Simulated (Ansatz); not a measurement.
## Electronic structure of N in real space

```yaml
crystal:
  lattice:
    - [3.62900, 0.00000, 0.00000]
    - [0.00000, 0.00000, -5.89000]
    - [-1.81450, 3.14281, 0.00000]
  atoms:
    - { symbol: N, position: [0.75067, 0.75000, 0.66667] }
    - { symbol: N, position: [0.24933, 0.25000, 0.33333] }
```

Space group P2₁/m; changed on purpose from its base cell (atom 1 (N) moved by (-0.600, +0.000) A along x and y); spin-polarised.

Method: DFT LDA, scalar-relativistic, plane waves, PAW (Ansatz).

Core electrons are frozen (PAW), and the valence fields are smoothed inside the atomic spheres.

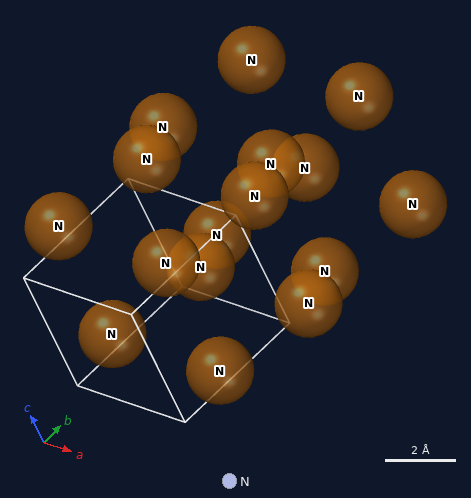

Figure 1. Isosurfaces of the spin density (up minus down) at +0.15 (orange) and −0.15 e/Å³ (purple), seen at an oblique angle.

> Where is the spin, and how is it ordered?

The spin density sits on N: +2.8 μB (×2) in one cell of 2 atoms: parallel moments (a ferromagnetic arrangement) in this solution. The cell of the calculation (2 atoms) carries 6.0 μB of net spin moment. Only one sign reaches the isovalue.

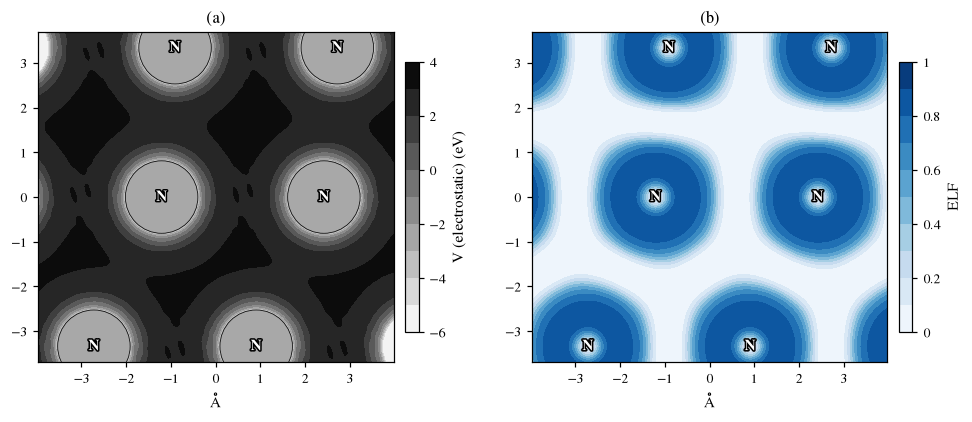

Figure 2. (a) electrostatic potential (local pseudopotential plus Hartree) felt by an electron; (b) ELF on the (110) plane of the conventional cell. Grey discs cover the atomic cores in the potential map.

> What do the fields say about this system?

The plane passes through N nuclei.
N–N (3.35 Å): the ELF is about 0 at the midpoint; no localised pair shows between them.
Outside the cores the potential energy rises away from the atoms and is highest about 2.3 Å from the nearest atoms; its zero is arbitrary.

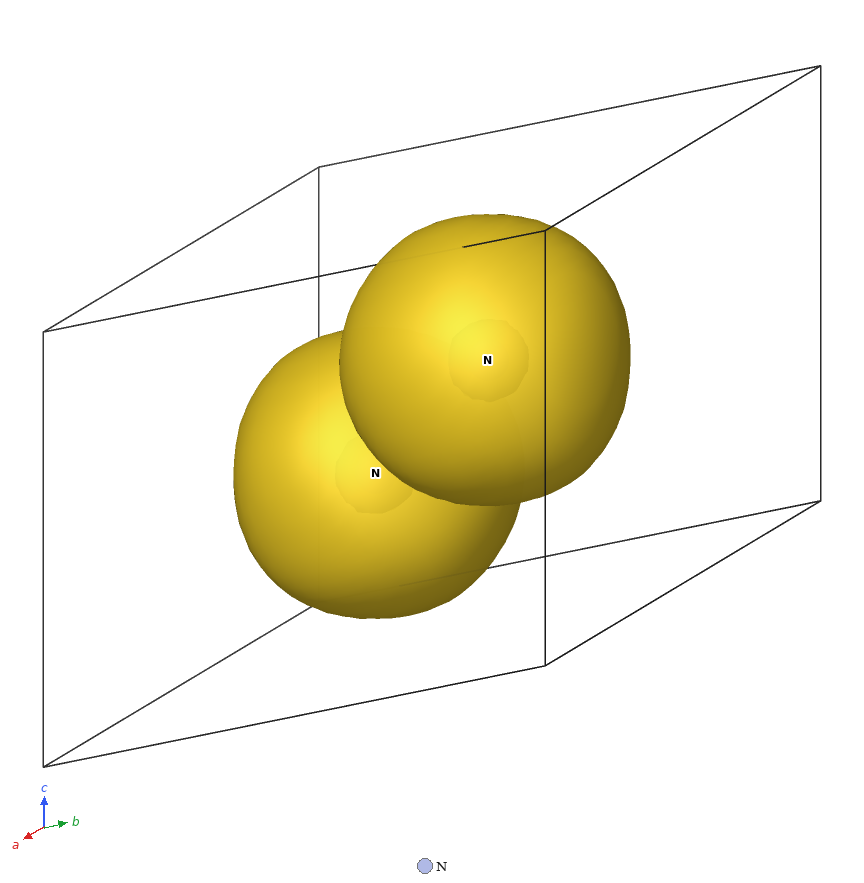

Figure 3. Isosurface of the ELF at 0.65 (yellow), seen at an oblique angle. Only the valence region is drawn (cores and ρ < 0.01 e/Å³ removed).

> Describe the localisation domains.

At this value the surface marks out two regions wrapped around N (the valence shell of each), counted in one cell of 2 atoms. Regions shared between cells count once.

> Metal or insulator at this level of theory?

It is gapped, with a Kohn–Sham gap of 2.2 eV on the k-point mesh (the band edges may lie off the mesh, which would make the gap smaller).
